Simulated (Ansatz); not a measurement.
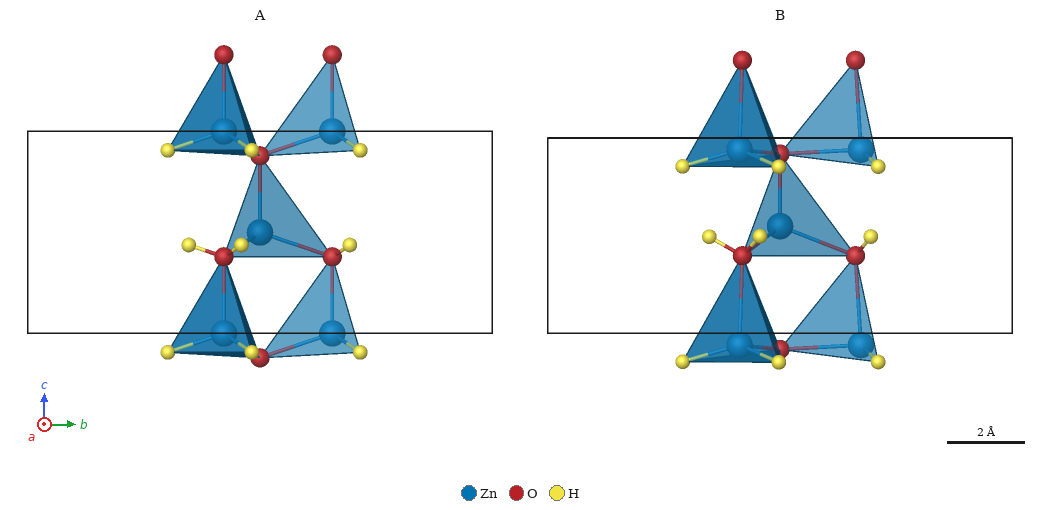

Two geometries of a wire of composition ZnH3O, drawn at one scale. One is the start of a relaxation, the other its converged end. The picture is a polyhedral view of the cell of the calculation, with the vacuum cut short, seen along the a axis.

Computed with DFT PBE, scalar-relativistic, plane waves, PAW (Ansatz). (plane-wave cutoff 420 eV; k-point mesh 1 × 1 × 6; occupations gaussian; smearing width 0.05 eV; no spin polarisation; cell relaxed at fixed a, b, alpha, beta, gamma; force threshold 0.02 eV/Å; at most 45 steps)

### Which geometry has the lower energy?

Structure B is the relaxed one. Case: wire along [0 0 1], 8 atoms a period, capped with H. The largest moves relative to the centre of the atoms, 0.38 Å, are those of Zn atoms. By element the largest moves are Zn 0.38 Å, H 0.33 Å, O 0.20 Å. Along the periodic axis the drawn cell goes c 5.293 → 5.120 Å (−3.3 %). Among the contacts that change: O–Zn 2.007 → 2.344 Å, O–Zn 1.999 → 2.123 Å, O–Zn 2.007 → 1.891 Å, H–Zn 1.550 → 1.589 Å. Among the angles between lasting bonds that change: H–Zn–H 110.3° → 132.8°, O–Zn–O 108.7° → 89.6°, Zn–O–Zn 108.7° → 93.1°. After 7 accepted moves (8 points after the start) the energy has fallen by 2.818 eV per cell of the calculation. Largest force component: 2.7 eV/Å at the start, 0.019 eV/Å at the end. The SCF was repeated once at an unchanged geometry on a basis and grid sized afresh for the cell, which shifted the energy by 14.4 meV per cell of the calculation at most. Cost: 2.1 min on 4 threads of Arm Neoverse V1, with other jobs on the host, peak memory 1.5 GiB.
